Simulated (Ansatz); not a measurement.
Consider Ge2H (slab).

```cif
data_structure
_symmetry_space_group_name_H-M 'P 1'
_symmetry_Int_Tables_number 1
_cell_length_a 7.9504
_cell_length_b 7.9504
_cell_length_c 24.2077
_cell_angle_alpha 90.000
_cell_angle_beta 90.000
_cell_angle_gamma 90.000
_cell_volume 1530.15
loop_
_atom_site_label
_atom_site_type_symbol
_atom_site_fract_x
_atom_site_fract_y
_atom_site_fract_z
_atom_site_occupancy
Ge1 Ge 0.00000 0.09454 0.63086 1
Ge2 Ge 0.00000 0.40546 0.63086 1
Ge3 Ge 0.50000 0.09454 0.63086 1
Ge4 Ge 0.50000 0.40546 0.63086 1
Ge5 Ge 0.25000 0.01463 0.57958 1
Ge6 Ge 0.25000 0.48537 0.57958 1
Ge7 Ge 0.75000 0.01463 0.57958 1
Ge8 Ge 0.75000 0.48537 0.57958 1
Ge9 Ge 0.25000 0.25000 0.51587 1
Ge10 Ge 0.25000 0.75000 0.52685 1
Ge11 Ge 0.75000 0.25000 0.51587 1
Ge12 Ge 0.75000 0.75000 0.52685 1
Ge13 Ge 0.00000 0.25000 0.46021 1
Ge14 Ge 0.00000 0.75000 0.46712 1
Ge15 Ge 0.50000 0.25000 0.46021 1
Ge16 Ge 0.50000 0.75000 0.46712 1
Ge17 Ge 0.00000 0.99618 0.40588 1
Ge18 Ge 0.00000 0.50382 0.40588 1
Ge19 Ge 0.50000 0.99618 0.40588 1
Ge20 Ge 0.50000 0.50382 0.40588 1
Ge21 Ge 0.25000 0.00000 0.34949 1
Ge22 Ge 0.25000 0.50000 0.34949 1
Ge23 Ge 0.75000 0.00000 0.34949 1
Ge24 Ge 0.75000 0.50000 0.34949 1
H1 H 0.25000 0.15462 0.30982 1
H2 H 0.25000 0.84538 0.30982 1
H3 H 0.25000 0.65462 0.30982 1
H4 H 0.25000 0.34538 0.30982 1
H5 H 0.75000 0.15462 0.30982 1
H6 H 0.75000 0.84538 0.30982 1
H7 H 0.75000 0.65462 0.30982 1
H8 H 0.75000 0.34538 0.30982 1
H9 H 0.00000 0.02842 0.69085 1
H10 H 0.00000 0.47158 0.69085 1
H11 H 0.50000 0.02842 0.69085 1
H12 H 0.50000 0.47158 0.69085 1
```

Not relaxed (largest force 0.6 eV/Å).

Theory: Ansatz, DFT LDA, scalar-relativistic, plane waves, PAW.

Question: What can the converged valence pseudo-density and electron localisation function tell about the bonding?

Answer: Ge–H (1.54 Å): ρ is about 1.1 e/Å³ halfway; the ELF climbs to about 1 towards the hydrogen.
Ge–Ge (2.41 Å): ρ is about 0.53 e/Å³ halfway; the ELF peaks at about 0.75 between the atoms; a shared electron pair.
Ge–Ge (2.46 Å): ρ at the midpoint is about 0.5 e/Å³; the ELF peaks at about 0.75 between the atoms, as expected for a shared electron pair.

Question: Metal or insulator at this level of theory?

Answer: It is gapped, with a Kohn–Sham gap of 0.97 eV on the k-point mesh (the band edges may lie off the mesh, which would make the gap smaller).

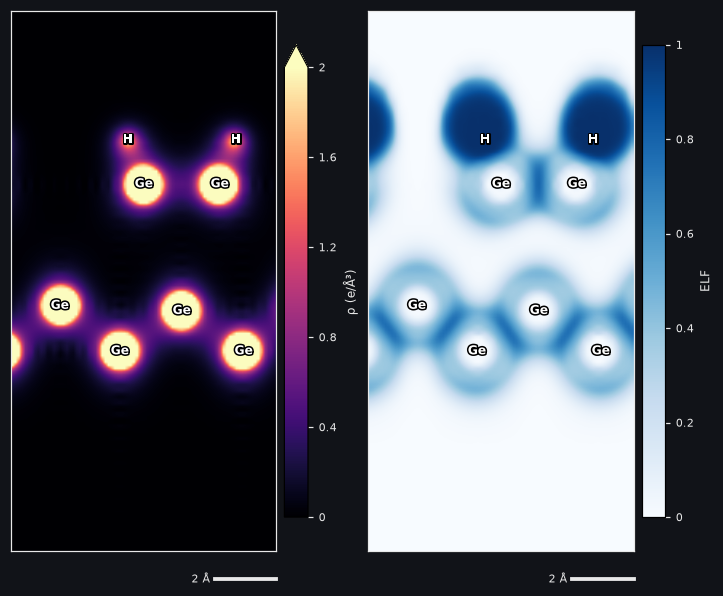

Computed valence pseudo-density and electron localisation function on the (100) plane of the calculation cell, a cut from vacuum to vacuum, in this order. 
